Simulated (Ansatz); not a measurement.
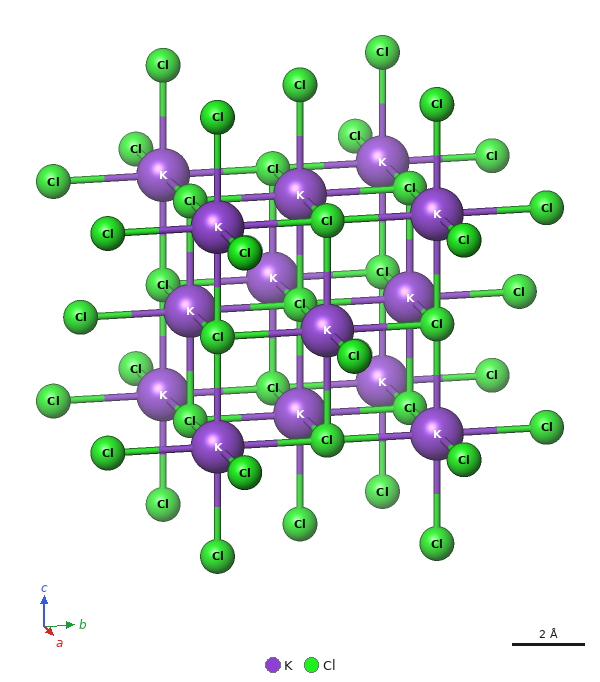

Reference structure: a crystal of KCl (built on the measured structure type) at its r2SCAN-relaxed geometry. A ball-and-stick model of the conventional cell (4 times the calculation's cell), seen slightly off an axis. Lengths and directions refer to the drawn axes.

Level of theory: DFT, PBE, plane waves, PAW in Ansatz. (plane-wave cutoff 420 eV; k-point mesh 8 × 8 × 8; occupations fermi dirac; smearing width 0.02 eV; no spin polarisation)

Change: The cell is strained by −2.0 % along c and none across it (volume −2.0 %). The atoms were relaxed with r2SCAN under that strain, and this is a single point on that geometry.

Input
```yaml
crystal:
  lattice:
    - [0.0, 3.1448471213, 3.0819501789]
    - [3.1448471213, 0.0, 3.0819501789]
    - [3.1448471213, 3.1448471213, 0.0]
  atoms:
    - { symbol: K, position: [0.0, 0.0, 0.0] }
    - { symbol: Cl, position: [0.5, 0.5, 0.5] }
kpoints:
  mp_grid: { grid: [8, 8, 8] }
  band_path:
    path:
      - [0.0, 0.0, 0.0]
      - [0.5, 0.0, 0.5]
      - [0.625, 0.25, 0.625]
      - [0.375, 0.375, 0.75]
      - [0.5, 0.5, 0.5]
      - [0.5, 0.25, 0.75]
    npoints: 1
hamiltonian:
  xc: pbe
scf:
  occupations: { method: fermi_dirac, width: 0.02 }
  n_extra_bands: 4
output:
  forces: true
  stress: true
  eigenvalues: true
```

Command:
```bash
ansatz run input.yaml --threads 4 --pin off --max-ram 5529MiB --backend cpu --events-out ev --progress --plain --runs-dir out
```

What is the effect?

Answer. Some distances before and after: Cl–K 3.145 → 3.082 to 3.145 Å. The space group (tolerance 0.01 Å) goes from Fm-3m (No. 225) to I4/mmm (No. 139). Energy change: +5.0 meV per atom. Pressure: 0.8 GPa before, 1.2 GPa after. The principal stresses (compression positive) are 1.8 GPa along c and 0.9 GPa across it. All forces vanish by symmetry.

Drawn alike, the variant:

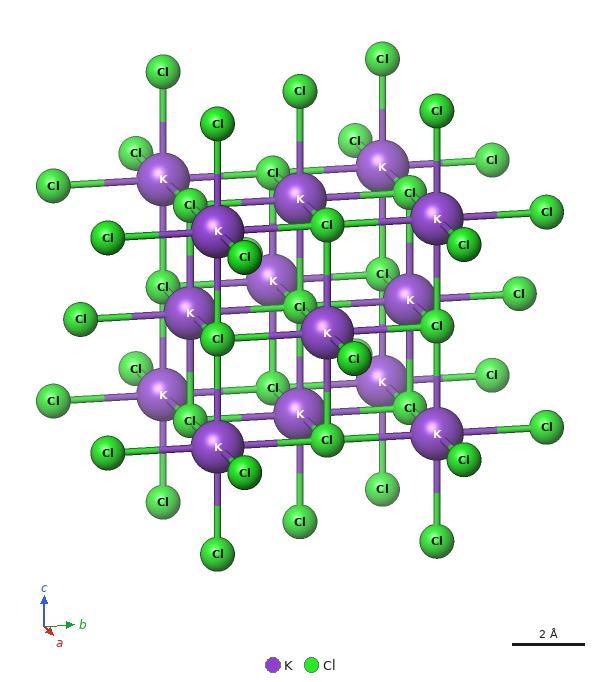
